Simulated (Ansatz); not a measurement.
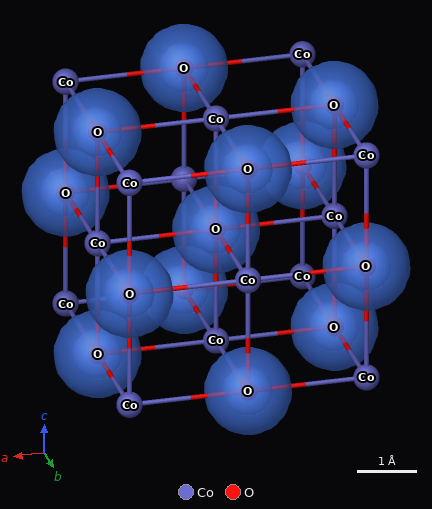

*CoO. Isosurface of the ELF at 0.75 (blue), seen at an oblique angle. Only the valence region is drawn (cores and ρ < 0.01 e/Å³ removed). Sticks mark near contacts.*

Space group Fm-3m; a structure from a database of computed crystals, not necessarily the ambient phase; spin-polarised.

All numbers below come from Ansatz 0.2.0, DFT PBEsol, scalar-relativistic, plane waves, PAW.

Core electrons are frozen (PAW), and the valence fields are smoothed inside the atomic spheres.

Identify the bonds, lone pairs and shells in this picture.

The ELF exceeds this value in four regions wrapped around O (the valence shell of each), counted in one cell of 8 atoms. Any copies at cell faces, edges or corners count once. Along the contacts the grid gives the following. Co–O (2.09 Å): the ELF peaks at about 0.80 in the valence shell of O, 0.6 Å from its nucleus, and is about 0.15 at the midpoint: no shared electron pair shows on this line.

Metal or insulator at this level of theory?

It is gapless in this calculation (a metal or semimetal); semilocal functionals without U, or without the true magnetic order, often close the gap of such compounds.
